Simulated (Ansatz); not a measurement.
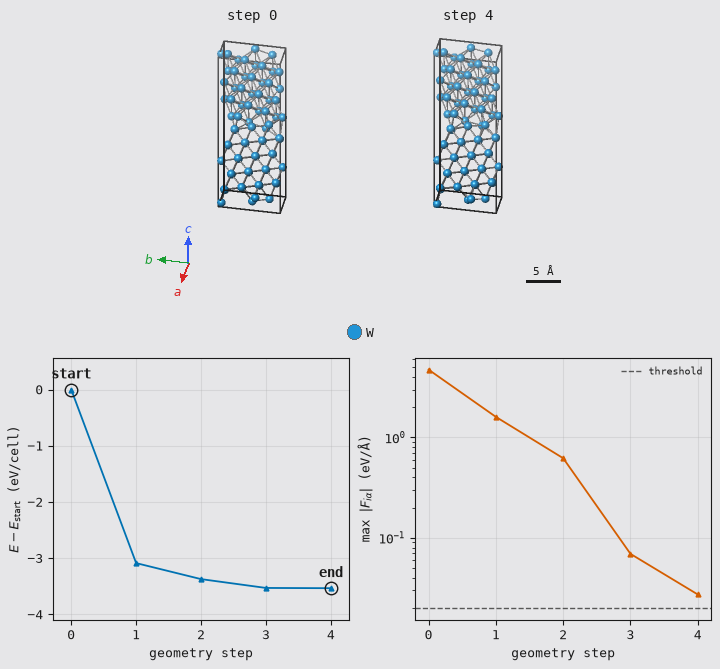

First and last geometry of a relaxation of an interface cell of composition W, with the history of the run. The picture is a ball-and-stick view of the conventional cell (2 times the calculation's cell) (origin shifted), seen from a free direction. Lengths and directions refer to the drawn axes.

Case: symmetric tilt boundary Sigma 9 (4 1 1), mirror between planes, shift [0.5, 0].

Method: Ansatz 0.2.0, DFT PBE, scalar-relativistic, plane waves, PAW.

Input
```yaml
crystal:
  lattice:
    - [4.5022272031, 0.0, 0.0]
    - [-2.2511136016, 4.7753330787, 0.0]
    - [0.0, 0.0, 27.3133632188]
  atoms:
    - { symbol: W, position: [0.8333333333, 0.6666666667, 0.0685718013] }
    - { symbol: W, position: [0.1111111111, 0.2222222222, 0.0960444782] }
    - { symbol: W, position: [0.9444444444, 0.8888888889, 0.1784625086] }
    - { symbol: W, position: [0.2222222222, 0.4444444444, 0.2059351854] }
    - { symbol: W, position: [0.5, 1.0, 0.2334078622] }
    - { symbol: W, position: [0.3333333333, 0.6666666667, 0.3158258927] }
    - { symbol: W, position: [0.6111111111, 0.2222222222, 0.3432985695] }
    - { symbol: W, position: [0.4444444444, 0.8888888889, 0.4257166] }
    - { symbol: W, position: [0.7222222222, 0.4444444444, 0.4531892768] }
    - { symbol: W, position: [0.2777777778, 0.5555555556, 0.0136264477] }
    - { symbol: W, position: [0.5555555556, 0.1111111111, 0.0410991245] }
    - { symbol: W, position: [0.3888888889, 0.7777777778, 0.123517155] }
    - { symbol: W, position: [0.6666666667, 0.3333333333, 0.1509898318] }
    - { symbol: W, position: [0.7777777778, 0.5555555556, 0.2608805391] }
    - { symbol: W, position: [0.0555555556, 0.1111111111, 0.2883532159] }
    - { symbol: W, position: [0.8888888889, 0.7777777778, 0.3707712463] }
    - { symbol: W, position: [0.1666666667, 0.3333333333, 0.3982439232] }
    - { symbol: W, position: [0.0, 1.0, 0.4806619536] }
    - { symbol: W, position: [0.3333333333, 0.6666666667, 0.9259363814] }
    - { symbol: W, position: [0.6111111111, 0.2222222222, 0.8984637046] }
    - { symbol: W, position: [0.4444444444, 0.8888888889, 0.8160456741] }
    - { symbol: W, position: [0.7222222222, 0.4444444444, 0.7885729973] }
    - { symbol: W, position: [0.0, 1.0, 0.7611003205] }
    - { symbol: W, position: [0.8333333333, 0.6666666667, 0.67868229] }
    - { symbol: W, position: [0.1111111111, 0.2222222222, 0.6512096132] }
    - { symbol: W, position: [0.9444444444, 0.8888888889, 0.5687915828] }
    - { symbol: W, position: [0.2222222222, 0.4444444444, 0.5413189059] }
    - { symbol: W, position: [0.7777777778, 0.5555555556, 0.980881735] }
    - { symbol: W, position: [0.0555555556, 0.1111111111, 0.9534090582] }
    - { symbol: W, position: [0.8888888889, 0.7777777778, 0.8709910278] }
    - { symbol: W, position: [0.1666666667, 0.3333333333, 0.8435183509] }
    - { symbol: W, position: [0.2777777778, 0.5555555556, 0.7336276437] }
    - { symbol: W, position: [0.5555555556, 0.1111111111, 0.7061549668] }
    - { symbol: W, position: [0.3888888889, 0.7777777778, 0.6237369364] }
    - { symbol: W, position: [0.6666666667, 0.3333333333, 0.5962642596] }
    - { symbol: W, position: [0.5, 1.0, 0.5138462291] }
basis:
  ecutwfc: 420
kpoints:
  mp_grid: { grid: [8, 8, 2] }
hamiltonian:
  xc: pbe
scf:
  occupations: { method: gaussian, width: 0.1 }
output:
  forces: true
  stress: true
  eigenvalues: true
  populations: true
  write_density: true
  write_potential: true
  elf: true
  volumetric_format: npy
relax:
  adjacent_minimum: "off"
  f_tol: 0.02
  max_steps: 60
  cell: { fix: [a, b, alpha, beta, gamma], stress_tol: 0.1 }
```

Launched with:
```bash
ansatz run input.yaml --threads 4 --pin off --max-ram 11264MiB --backend cpu --events-out ev --progress --plain --runs-dir out
```

Question: Did the run converge, and what did it change?

Answer: The run was cut off at its time limit before the relaxation converged, so the last structure is only a point on the way. The largest moves relative to the cell, 0.26 Å, are those of W10 and W28. W28 goes along [0 −1 −2]. The drawn cell changes as follows: a unchanged at 4.502 Å, b unchanged at 9.551 Å, c 27.313 → 27.749 Å (+1.6 %); the volume changes by +1.6 %. Near-neighbour distances that change, for instance: W10–W19 2.453 → 2.854 Å, W18–W26 2.465 → 2.854 Å, W10–W28 2.422 → 2.660 Å, W18–W36 2.427 → 2.660 Å. Over 4 geometry steps the energy falls by 3.533 eV per cell of the calculation. Largest force component: 4.7 eV/Å at the start, 0.027 eV/Å at the end. Pressure: 4.91 GPa at the start and −1.09 GPa at the end.

| step | E − E(0), meV/atom | largest force component, eV/Å | pressure, GPa | volume, Å³/atom |
| --- | --- | --- | --- | --- |
| 0 | 0.00 | 4.7382 | 4.91 | 16.312 |
| 1 | -85.76 | 1.6038 | 0.00 | 16.484 |
| 2 | -93.67 | 0.6216 | -0.41 | 16.533 |
| 3 | -98.03 | 0.0693 | -1.24 | 16.580 |
| 4 | -98.15 | 0.0273 | -1.09 | 16.572 |
